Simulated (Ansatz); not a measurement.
# C: what the fields show

Input file:

```
crystal:
  lattice:
    - [-2.1893959733, 2.1893959733, 1.2551624278]
    - [2.1893959733, -2.1893959733, 1.2551624278]
    - [2.1893959733, 2.1893959733, -1.2551624278]
  atoms:
    - { symbol: C, position: [0.6802408877, 0.6802408877, 0.3604817755] }
    - { symbol: C, position: [0.3197591123, 0.3197591123, 0.6395182245] }
    - { symbol: C, position: [0.3197591123, 0.6802408877, 0.0] }
    - { symbol: C, position: [0.6802408877, 0.3197591123, 0.0] }
basis:
  ecutwfc: 420
kpoints:
  mp_grid: { grid: [10, 10, 10] }
hamiltonian:
  xc: pbe
scf:
  occupations: { method: gaussian, width: 0.02 }
output:
  forces: true
  stress: true
  eigenvalues: true
  write_density: true
  write_potential: true
  elf: true
  volumetric_format: npy
relax:
  adjacent_minimum: "off"
  f_tol: 0.01
  max_steps: 80
  cell: { stress_tol: 0.05 }
```

Launched as:

```sh
ansatz run input.yaml --threads 1 --pin off --max-ram 2560MiB --backend cpu --events-out ev --progress --plain --runs-dir out
```

Below, planes, directions and counts refer to the conventional cell (a = 4.38 Å, b = 4.38 Å, c = 2.51 Å, α = 90.00°, β = 90.00°, γ = 90.00°).

The fields are those of the run's last geometry, not of the input's.

Space group I4/mmm; a structure generated by program, which may or may not match a known phase.

The calculation used DFT PBE, scalar-relativistic, plane waves, PAW in Ansatz.

The density is the valence pseudo-density of a PAW calculation; it isn't the true density close to the nuclei.

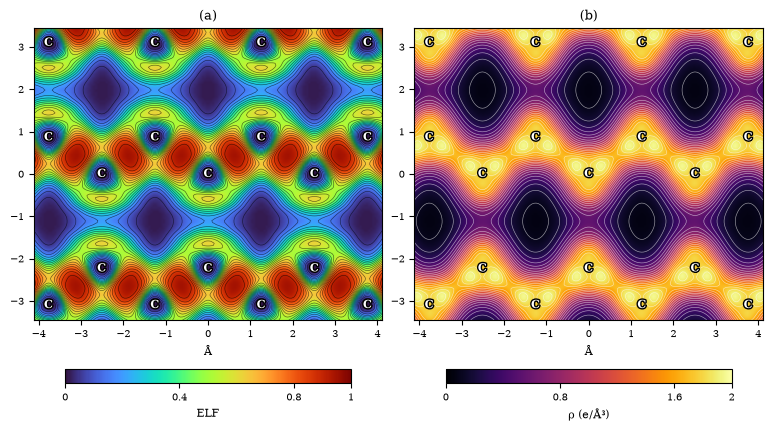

Figure 1. (a) electron localisation function; (b) valence pseudo-density on the (110) plane of the conventional cell.

### What does the map show?

- Atoms in the plane: C.
- C–C (1.52 Å): ρ is about 1.7 e/Å³ halfway; the ELF peaks at about 0.95 between the atoms: a covalent bond.
- Between the atoms the lowest density in this plane is 0.07 e/Å³.

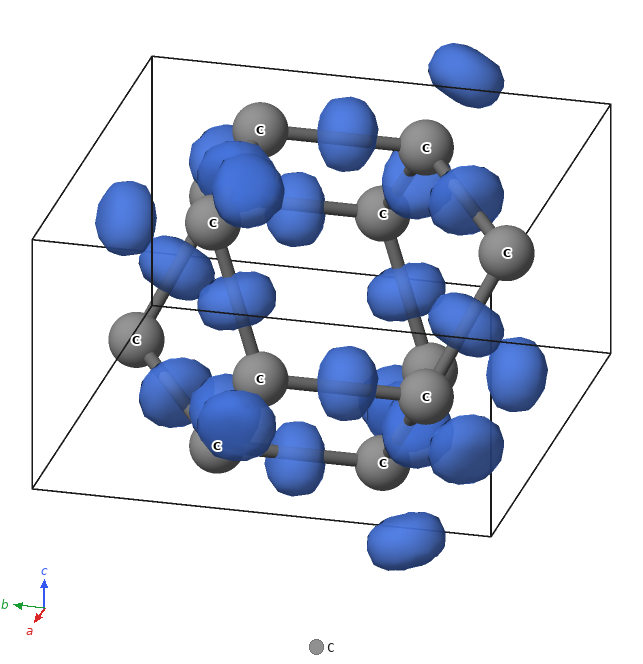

Figure 2. Isosurface of the ELF at 0.85 (blue), seen at an oblique angle. Only the valence region is drawn (cores and ρ < 0.01 e/Å³ removed). Sticks mark near contacts.

### Describe the localisation domains.

The ELF exceeds this value in 16 regions between bonded C–C atoms (shared pairs), counted in one cell of 8 atoms. Any copies at cell faces, edges or corners count once.


 C–C (1.58 Å): the ELF peaks at about 0.95 between the atoms (a shared electron pair).

### Does the calculation make it a metal, or give it a gap?

It is gapped, with a Kohn–Sham gap of 2.7 eV on the k-point mesh (the band edges may lie off the mesh, which would make the gap smaller).
